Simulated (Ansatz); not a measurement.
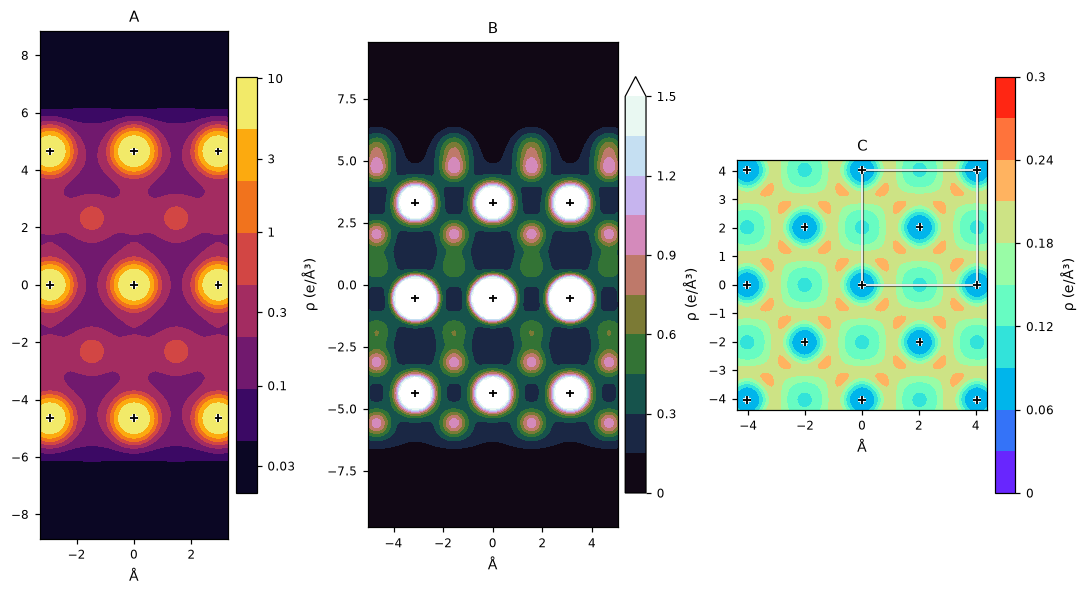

The valence electron density of 3 systems, each on a plane through atoms (crosses mark nuclei in the plane).

All numbers below come from DFT PBE, scalar-relativistic, plane waves, PAW (Ansatz 0.2.0).

System 1: TaN (slab), the (100) plane of the calculation cell, a cut from vacuum to vacuum. 

```
CELL_PARAMETERS angstrom
3.12348 0.00000 0.00000
-1.56174 2.70501 0.00000
0.00000 0.00000 26.47640
ATOMIC_POSITIONS crystal
Ta 0.33333 0.66667 0.28625
N 0.66667 0.33333 0.33155
Ta 0.00000 0.00000 0.37935
N 0.33333 0.66667 0.42661
Ta 0.66667 0.33333 0.47608
N 0.00000 0.00000 0.52414
Ta 0.33333 0.66667 0.57334
N 0.66667 0.33333 0.62190
Ta 0.00000 0.00000 0.67334
N 0.33333 0.66667 0.70746
```

System 2: Al, the (100) plane of the conventional cell. Space group Fm-3m; computed without spin polarisation.

```
CELL_PARAMETERS angstrom
4.04062 0.00000 0.00000
0.00000 4.04062 0.00000
0.00000 0.00000 4.04062
ATOMIC_POSITIONS crystal
Al 0.00000 0.00000 0.00000
Al 0.50000 0.50000 0.00000
Al 0.50000 0.00000 0.50000
Al 0.00000 0.50000 0.50000
```

System 3: Ti (slab), the (11̄0) plane of the calculation cell, a cut from vacuum to vacuum. Changed on purpose from its base cell (repeats removed: 1); not relaxed (largest force 0.7 eV/Å); computed without spin polarisation.

```
CELL_PARAMETERS angstrom
2.93846 0.00000 0.00000
-1.46923 2.54478 0.00000
0.00000 0.00000 24.30127
ATOMIC_POSITIONS crystal
Ti 0.66667 0.33333 0.30863
Ti 0.33333 0.66667 0.40431
Ti 0.66667 0.33333 0.50000
Ti 0.33333 0.66667 0.59569
Ti 0.66667 0.33333 0.69137
```

Match each panel to its system.

Panel A is system 3, Ti: the plane holds Ti. Ti–Ti (2.94 Å): the density is about 0.19 e/Å³ at the midpoint. Panel B is system 1, TaN: the plane holds N and Ta. Panel C is system 2, Al: the plane holds Al. Al–Al (2.86 Å): ρ is about 0.2 e/Å³ halfway.
